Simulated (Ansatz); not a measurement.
**Cu: single-point calculation (part 1 of 2)**

The run: single-point calculation of Cu (Fm-3m, 27 atoms in the cell). Method and program: DFT LDA, scalar-relativistic, plane waves, PAW, no spin polarisation (Ansatz 0.2.0).

The structure derives from a Materials Project entry. It belongs to a series of runs on one base structure; here: the perfect crystal in a cell of 27 atoms.

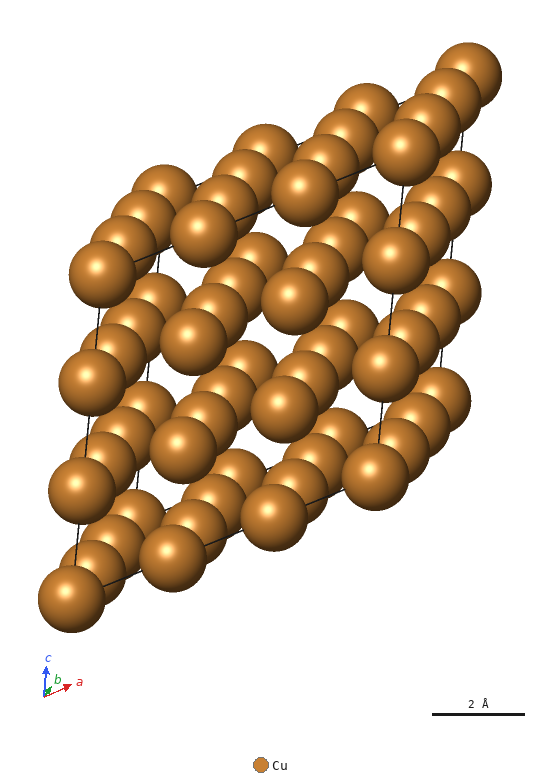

Fig. 1: The input geometry (spheres-only view of the cell of the calculation, seen slightly off an axis).

Input:
```yaml
crystal:
  lattice:
    - [-5.2773513497, -5.2773513497, 0.0]
    - [0.0, -5.2773513497, 5.2773513497]
    - [-5.2773513497, 0.0, 5.2773513497]
  atoms:
    - { symbol: Cu, position: [0.6666666667, 0.0, 0.0] }
    - { symbol: Cu, position: [0.3333333333, 0.0, 0.0] }
    - { symbol: Cu, position: [0.0, 0.0, 0.0] }
    - { symbol: Cu, position: [0.6666666667, 0.3333333333, 0.0] }
    - { symbol: Cu, position: [0.3333333333, 0.3333333333, 0.0] }
    - { symbol: Cu, position: [0.0, 0.3333333333, 0.0] }
    - { symbol: Cu, position: [0.6666666667, 0.6666666667, 0.0] }
    - { symbol: Cu, position: [0.3333333333, 0.6666666667, 0.0] }
    - { symbol: Cu, position: [0.0, 0.6666666667, 0.0] }
    - { symbol: Cu, position: [0.6666666667, 0.0, 0.3333333333] }
    - { symbol: Cu, position: [0.3333333333, 0.0, 0.3333333333] }
    - { symbol: Cu, position: [0.0, 0.0, 0.3333333333] }
    - { symbol: Cu, position: [0.6666666667, 0.3333333333, 0.3333333333] }
    - { symbol: Cu, position: [0.3333333333, 0.3333333333, 0.3333333333] }
    - { symbol: Cu, position: [0.0, 0.3333333333, 0.3333333333] }
    - { symbol: Cu, position: [0.6666666667, 0.6666666667, 0.3333333333] }
    - { symbol: Cu, position: [0.3333333333, 0.6666666667, 0.3333333333] }
    - { symbol: Cu, position: [1.0, 0.6666666667, 0.3333333333] }
    - { symbol: Cu, position: [0.6666666667, 0.0, 0.6666666667] }
    - { symbol: Cu, position: [0.3333333333, 0.0, 0.6666666667] }
    - { symbol: Cu, position: [0.0, 0.0, 0.6666666667] }
    - { symbol: Cu, position: [0.6666666667, 0.3333333333, 0.6666666667] }
    - { symbol: Cu, position: [0.3333333333, 0.3333333333, 0.6666666667] }
    - { symbol: Cu, position: [1.0, 0.3333333333, 0.6666666667] }
    - { symbol: Cu, position: [0.6666666667, 0.6666666667, 0.6666666667] }
    - { symbol: Cu, position: [0.3333333333, 0.6666666667, 0.6666666667] }
    - { symbol: Cu, position: [0.0, 0.6666666667, 0.6666666667] }
basis:
  ecutwfc: 420
  xc_grid: 2
kpoints:
  mp_grid: { grid: [4, 4, 4], shift: [0.0, 0.0, 0.0] }
hamiltonian:
  xc: lda
scf:
  occupations: { method: gaussian, width: 0.1 }
output:
  forces: true
  stress: true
  eigenvalues: true
  write_density: true
  write_potential: true
  elf: true
  volumetric_format: npy
```

Hardware: 4 threads of Intel Xeon @ 2.70GHz, 189 GiB of memory available, shared host.

Launch command:
```bash
ansatz run input.yaml --threads 4 --pin off --max-ram 8192MiB --backend cpu --events-out ev --progress --plain --runs-dir out
```

Log:
```
Engine: ansatz 0.2.0, x86_64-unknown-linux-gnu
Pseudopotentials: kind: paw
Pseudopotential: Cu, paw, valence charge 19, recommended cutoff 420 eV (normal), Cu.paw.azcp
Functional definition: SPW92
  exchange = slater_x
  correlation = pw_c
Crystal: 27 atoms, lattice volume = 293.953 Å³
Basis set: ecut = 420 eV, 5769 PW (Γ), exchange–correlation on 100×100×100 points (8 copies of the dense FFT grid, shifted against one another)
Bands: 308, of which v1, the nominal top of the filled ones, is band 257 counted from 1 (256 counted from 0)
Symmetry: 1296 space group operations
Space group: Fm-3m (ITA 225), of the structure as read, at distance tolerance 6.6e-5 Å
k-points: 8 of 64
Non-local potential: Cu, projectors of the file, l = 0: 3, l = 1: 2, l = 2: 3, l = 3: 1
PAW form: soft (Blöchl's): semilocal exchange-correlation on the pseudo side does not see the compensation charge
PAW frozen core: Cu, regenerated for the run's functional, and the local potential with it (the file was generated under x = pbe(κ = 0.804, μ = 0.2195149727645171), c = pbe(β = 0.06672455060314922))
PAW one-centre angular grid: Cu, 590 points (default); XC on 64 Gauss nodes
Initial density: superposition of atomic densities (neutral atoms: chi_scale 0, normalization atom), corrected by the library's trained network
Initial wavefunctions: pseudopotential atomic-orbital guess
Functional: x = slater, c = lda
SCF iter   1: F=—  HF=-177004.594244 eV  |F-HF|=—  |Δ(HF+E_count)|=         —  Δρ=2.31e-2  dr2=6.90e-1  ethr=1.77e-3  ⟨swp⟩=5.0  Hψ=7847  notcnv=0  defer=150
preconditioner: auto → Resta (q_TF=auto, 2.994 Å⁻¹)  ε∞=13.2  [insulator: Δε(μ)=0.167 eV  Ē_g=10.694 eV  σ=0.100 eV  W_gap=0.60  n_scr=136 (ndim 8)  ℏωp=37.3 eV  f_vac=0.000  D(μ)=6.28/eV (n_scr^D=26)  ε∞_Penn≈13.2]
SCF iter   2: F=—  HF=-177004.412180 eV  |F-HF|=—  |Δ(HF+E_count)|=   1.82e-1  Δρ=2.12e-3  dr2=3.91e-3  ethr=1.34e-4  ⟨swp⟩=2.0  Hψ=4019  notcnv=0  defer=336
SCF iter   3: F=—  HF=-177004.407906 eV  |F-HF|=—  |Δ(HF+E_count)|=   4.27e-3  Δρ=2.33e-3  dr2=5.60e-3  ethr=7.61e-7  ⟨swp⟩=2.0  Hψ=3992  notcnv=0  defer=336
SCF iter   4: F=—  HF=-177004.406013 eV  |F-HF|=—  |Δ(HF+E_count)|=   1.89e-3  Δρ=5.44e-4  dr2=2.90e-4  ethr=7.61e-7  ⟨swp⟩=2.0  Hψ=2711  notcnv=0  defer=336
SCF iter   5: F=—  HF=-177004.405389 eV  |F-HF|=—  |Δ(HF+E_count)|=   6.24e-4  Δρ=1.21e-4  dr2=2.02e-5  ethr=5.64e-8  ⟨swp⟩=2.0  Hψ=3061  notcnv=0  defer=336
SCF iter   6: F=—  HF=-177004.405114 eV  |F-HF|=—  |Δ(HF+E_count)|=   2.75e-4  Δρ=2.10e-5  dr2=6.86e-7  ethr=3.95e-9  ⟨swp⟩=1.1  Hψ=2128  notcnv=0  defer=336
SCF iter   7: F=-177004.405114 eV  HF=-177004.405114 eV  |F-HF|=2.24e-9  |Δ(HF+E_count)|=   1.43e-7  Δρ=2.81e-6  dr2=1.54e-8  ethr=1.95e-11  ⟨swp⟩=11.8  Hψ=16903  notcnv=0
SCF 1 converged in 7 iterations: F = -177004.405114 eV  dr2 = 1.54e-8
  greatest PAW one-centre occupation: 1.000 electrons in one spin orbital (limit 2), on the Cu atom at site 26 (counted from 0), in its partial waves of l = 0
```

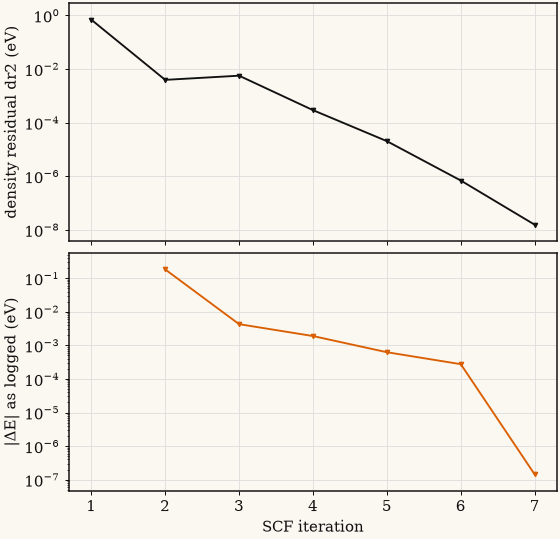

Fig. 2: Convergence of the self-consistent field: density residual dr2 and size of the energy change against the SCF iteration. The residual falls almost steadily, with no more than small rises.

```
SCF converged after 7 iterations
Free energy (F): -177004.405114 eV
Harris-Foulkes:  -177004.405114 eV  (|F-HF|=2.24e-9)
Internal energy: -177004.375900 eV  (E = F + TS)
E sigma→0 (E₀):  -177004.390507 eV
Entropy (-TS):   -0.029214 eV (-1.082 meV/atom)
Fermi energy:    18.095502 eV
--- Per-component energies (eV) ---
  E_band       = -9013.711837
  E_kinetic    = 8142.470229
  E_local      = -105343.047451  (includes V_loc(G=0)·N_el)
  E_nonlocal   = 10619.605344
  E_hartree    = 46435.790054
  E_xc         = -2427.846853
  E_vxc        = -3149.109117  (∫ρ·V_xc dr)
  E_paw        = -42991.266260  (= ΣΔE_a)
  E_vpaw       = -12155.236436  (= ΣTr[D̂ρ^β])
  E_aug_tail   = 0.007292  (compensation charges beyond the density's cutoff)
  E_ewald      = -91452.229078
  E_core_change = 12.140822  (= ΣΔE_core)
  E_smearing   = -0.029214  (= −TS)
  E_closure    = -0.000000  (closes the sum)
  Σ components = -177004.405114   (vs F -177004.405114, Δ=0.00e0)
--- Forces (eV/Å), atoms counted from 1 ---
  atom   1  Cu    -0.00000000     0.00000000     0.00000000
  atom   2  Cu    -0.00000000     0.00000000    -0.00000000
  atom   3  Cu    -0.00000000     0.00000000    -0.00000000
  atom   4  Cu    -0.00000000     0.00000000     0.00000000
  atom   5  Cu    -0.00000000     0.00000000    -0.00000000
  atom   6  Cu    -0.00000000     0.00000000    -0.00000000
  atom   7  Cu    -0.00000000     0.00000000     0.00000000
  atom   8  Cu    -0.00000000     0.00000000    -0.00000000
  atom   9  Cu    -0.00000000     0.00000000    -0.00000000
  atom  10  Cu    -0.00000000    -0.00000000     0.00000000
  atom  11  Cu    -0.00000000     0.00000000    -0.00000000
  atom  12  Cu    -0.00000000     0.00000000    -0.00000000
  atom  13  Cu    -0.00000000     0.00000000     0.00000000
  atom  14  Cu    -0.00000000     0.00000000     0.00000000
  atom  15  Cu    -0.00000000     0.00000000    -0.00000000
  atom  16  Cu    -0.00000000     0.00000000     0.00000000
  atom  17  Cu    -0.00000000     0.00000000     0.00000000
  atom  18  Cu    -0.00000000     0.00000000    -0.00000000
  atom  19  Cu    -0.00000000    -0.00000000     0.00000000
  atom  20  Cu    -0.00000000     0.00000000    -0.00000000
  atom  21  Cu    -0.00000000     0.00000000    -0.00000000
  atom  22  Cu    -0.00000000     0.00000000     0.00000000
  atom  23  Cu    -0.00000000     0.00000000    -0.00000000
  atom  24  Cu    -0.00000000     0.00000000    -0.00000000
  atom  25  Cu    -0.00000000    -0.00000000     0.00000000
  atom  26  Cu    -0.00000000     0.00000000    -0.00000000
  atom  27  Cu    -0.00000000     0.00000000     0.00000000
  max |Σ_I F_I| component: 1.55e-26 eV/Å
--- Stress (GPa, compression-positive) ---
       -0.066346      -0.000000      -0.000000
        0.000000      -0.066346       0.000000
       -0.000000      -0.000000      -0.066346
  P = ⅓ Tr σ = -0.0663 GPa (-0.663 kbar)
--- Band table (eV; the first three rows and the last of 8) ---
  k-point 0: bands = ["-93.8043", "-93.7886", "-93.7886", "-93.7886", "-93.7886", "-93.7886", "-93.7886", "-93.7886", "-93.7886", "-93.7835", ... 98 levels left out ..., "8.0914", "11.6181", "11.6181", "11.6181", "11.6181", "11.6181", "11.6181", "11.6181", "11.6181", "12.3424", "12.3424", "12.3424", "12.3424", "12.3424", "12.3424", "13.6234", "13.6234", "13.6234", "13.6234", "13.6234", "13.6234", "13.6706", "13.6706", "13.6706", "13.6706", "13.6706", "13.6706", "13.6706", "13.6706",
      "13.6706", "13.6706", "13.6706", "13.6706", "13.8602", "13.8602", "13.8602", "13.8602", "13.8602", "13.8602", "13.8602", "13.8602", "13.8602", "13.8602", "13.8602", "13.8602", "14.6829", "14.6829", "14.6829", "14.6829", "14.6829", "14.6829", "14.6829", "14.6829", "14.6829", "14.6829", "14.6829", "14.6829", "14.8148", "14.8148", "14.8148", "14.8148", "14.8148", "14.8148", "14.8148", "14.8148", "14.8417", "14.8417", "14.8417", "14.9382",
      "14.9382", "14.9382", "14.9382", "14.9382", "14.9382", "14.9382", "14.9382", "14.9382", "14.9382", "14.9382", "14.9382", "14.9382", "14.9382", "14.9382", "14.9382", "15.7183", "15.7183", "15.7183", "15.7183", "15.7183", "15.7183", "15.7183", "15.7183", "15.7183", "15.7183", "15.7183", "15.7183", "15.8051", "15.8051", "15.8717", "15.8717", "15.8717", "15.8717", "15.8717", "15.8717", "16.0694", "16.0694", "16.0694", "16.0694", "16.0694",
      "16.0694", "16.0694", "16.0694", "16.0694", "16.0694", "16.0694", "16.0694", "16.1449", "16.1449", "16.1449", "16.1449", "16.1449", "16.1449", "16.1449", "16.1449", "16.1449", "16.1449", "16.1449", "16.1449", "16.1449", "16.1449", "16.1449", "16.1449", "16.2220", "16.2220", "16.2220", "16.2220", "16.2220", "16.2220", "16.2220", "16.2220", "16.2220", "16.2220", "16.2220", "16.2220", "16.2809", "16.2809", "16.2809", "16.2809", "16.2809",
      "16.2809", "21.5952", "21.5952", "21.5952", "21.5952", "21.5952", "21.5952", "21.5952", "21.5952", "21.5952", "21.5952", "21.5952", "21.5952", "24.3661", "24.3661", "24.3661", "24.3661", "24.3661", "24.3661", "24.3661", "24.3661", "24.3661", "24.3661", "24.3661", "24.3661", "27.1976", "27.1976", "27.1976", "27.1976", "27.1976", "27.1976", "27.1976", "27.1976", "27.1976", "27.1976", "27.1976", "27.1976", "27.2685", "27.2685", "27.2685",
      "27.2685", "27.2685", "27.2685", "27.2685", "27.2685", "32.5122", "32.5122", "32.5122", "32.5122", "32.5122", "32.5122"]
```
